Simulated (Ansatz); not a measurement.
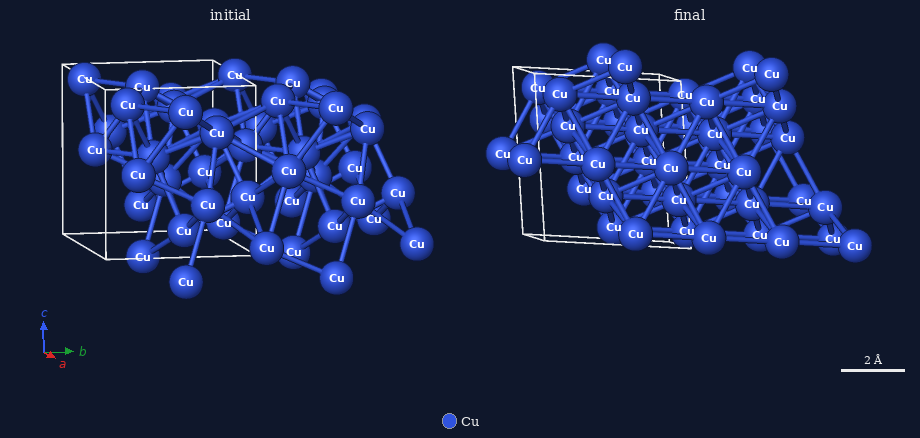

The structure of an amorphous cell of composition Cu (coarse preliminary run) before (left) and after (right) a relaxation, at one scale.

Style: ball-and-stick. Shown: the cell of the calculation, repeated 2 × 2 × 1 with one cell outlined, slightly off an axis.

Case: atoms packed at random at 1.16 times the crystal's volume.

The calculation used DFT PBE, scalar-relativistic, plane waves, PAW in Ansatz. (plane-wave cutoff 420 eV; k-point mesh 3 × 3 × 3; occupations gaussian; smearing width 0.1 eV; no spin polarisation; cell and atoms relaxed; force threshold 0.04 eV/Å; at most 70 steps)

Question: What changed between the two?

Answer: The run was cut off at its time limit before the program reported convergence, but its last step already meets the force threshold: the largest component is under 0.0001 eV/Å against 0.04 eV/Å. The pressure is within 0.01 GPa of its target. The largest moves relative to the cell, 1.14 Å, are those of Cu atoms. Cell: a 4.959 → 4.405 Å (−11.2 %), b 5.076 → 5.177 Å (+2.0 %), c 5.515 → 5.612 Å (+1.7 %), α 91.5° → 102.6°, β 90.8° → 77.1°, γ 91.8° → 105.4°. Volume −14.5 %. Near-neighbour distances that change, for instance: Cu–Cu 5.039 → 2.561 Å, Cu–Cu 2.440 → 4.462 Å, Cu–Cu 4.488 → 2.592 Å, Cu–Cu 2.620 → 4.421 Å. New bonds form, among them: Cu–Cu (3.14 → 2.59 Å), Cu–Cu (3.15 → 2.59 Å), Cu–Cu (3.29 → 2.59 Å), Cu–Cu (3.41 → 2.56 Å). Bonds break, among them: Cu–Cu (2.44 → 4.46 Å), Cu–Cu (2.62 → 4.42 Å). The energy falls by 2.409 eV per cell of the calculation in 19 accepted moves (22 points after the start). The largest force component goes from 0.17 to under 0.0001 eV/Å. Pressure: −8.16 GPa at the start and −0.01 GPa at the end. The line search rejected the trial steps at points 5, 15, 18 of the run. The program noted that the start was displaced slightly to test its symmetry. Cost: 11 min on 2 threads of Intel(R) Xeon(R) Processor @ 2.50GHz (Skylake/Cascade Lake) (shared host), peak memory 0.67 GiB.

Limits of the set-up: the k-point mesh is coarse for a cell with partly filled bands; the periodic images lie only 5.0 Å apart, so the values are limited by the cell's size.
